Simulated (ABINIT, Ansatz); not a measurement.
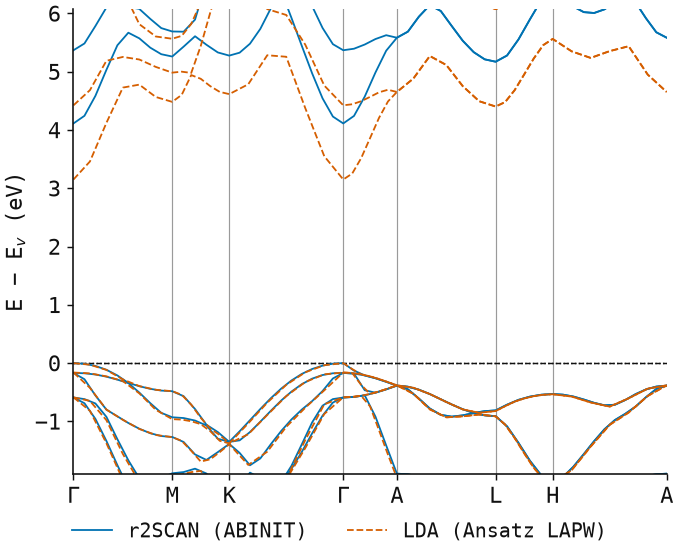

Band structures of wurtzite MgS, space group P6_3mc, 4 atoms in the cell (a = 4.035 Å, c = 6.432 Å (hexagonal axes)), by two methods on the same cell. Each is counted from its own valence-band top.

How do the methods compare?

r2SCAN (ABINIT) gives a gap of 4.11 eV along the path and LDA (Ansatz LAPW) gives a gap of 3.15 eV along the path.

Settings. r2SCAN (ABINIT): JTH PAW PBE v2.0, no spin polarisation, no spin-orbit coupling, 8×8×4 k mesh, 653 eV cutoff, Fermi-Dirac smearing of 0.05 eV (ABINIT). LDA (Ansatz LAPW): all-electron LAPW, no spin polarisation, no spin-orbit coupling, 8×8×4 k mesh, Fermi-Dirac smearing of 0.05 eV (Ansatz).

The two runs differ in program as well. LDA, GGA and most meta-GGA functionals understate gaps. The usual form of MgS is rocksalt. r2SCAN (ABINIT): the PAW data sets were made with another functional.
